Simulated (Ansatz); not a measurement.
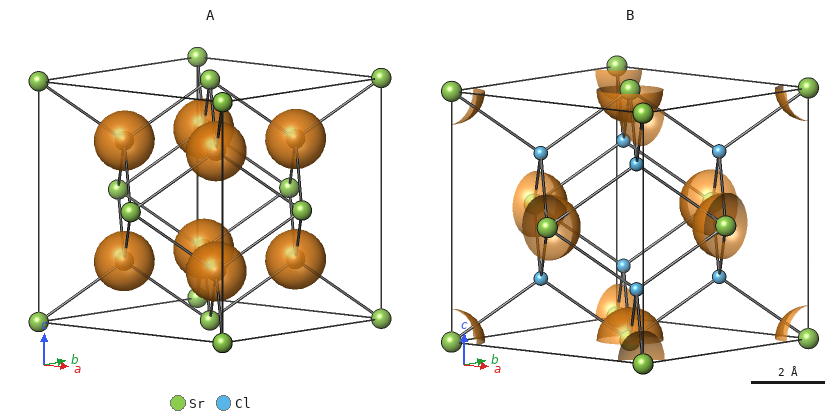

SrCl₂: densities of the states in two energy windows, as isosurfaces (each at a level of its own) in the conventional cell.

Space group Fm-3m.

Level of theory: DFT PBE, scalar-relativistic, plane waves, PAW (Ansatz).

Core electrons are frozen (PAW), so the fields are smoothed inside the atomic spheres.

```yaml
crystal:
  lattice:
    - [6.97670, 0.00000, 0.00000]
    - [0.00000, 6.97670, 0.00000]
    - [0.00000, 0.00000, 6.97670]
  atoms:
    - { symbol: Sr, position: [0.00000, 0.00000, 0.00000] }
    - { symbol: Sr, position: [0.50000, 0.50000, 0.00000] }
    - { symbol: Sr, position: [0.50000, 0.00000, 0.50000] }
    - { symbol: Sr, position: [0.00000, 0.50000, 0.50000] }
    - { symbol: Cl, position: [0.25000, 0.25000, 0.25000] }
    - { symbol: Cl, position: [0.75000, 0.75000, 0.25000] }
    - { symbol: Cl, position: [0.75000, 0.25000, 0.75000] }
    - { symbol: Cl, position: [0.25000, 0.75000, 0.75000] }
    - { symbol: Cl, position: [0.75000, 0.25000, 0.25000] }
    - { symbol: Cl, position: [0.25000, 0.75000, 0.25000] }
    - { symbol: Cl, position: [0.25000, 0.25000, 0.75000] }
    - { symbol: Cl, position: [0.75000, 0.75000, 0.75000] }
```

Q: The windows, about the valence-band maximum, are −15.20 to −14.79 eV and −13.3 to −12.4 eV. Which panel shows which?

A: Panel A: −13.3 to −12.4 eV, a separate group of bands (semicore or deep states), mainly Cl 3s (90 %).
Panel B: −15.20 to −14.79 eV, a separate group of bands (semicore or deep states), mainly Sr 4p (95 %).
The characters are Löwdin shares on a minimal set of atomic orbitals.
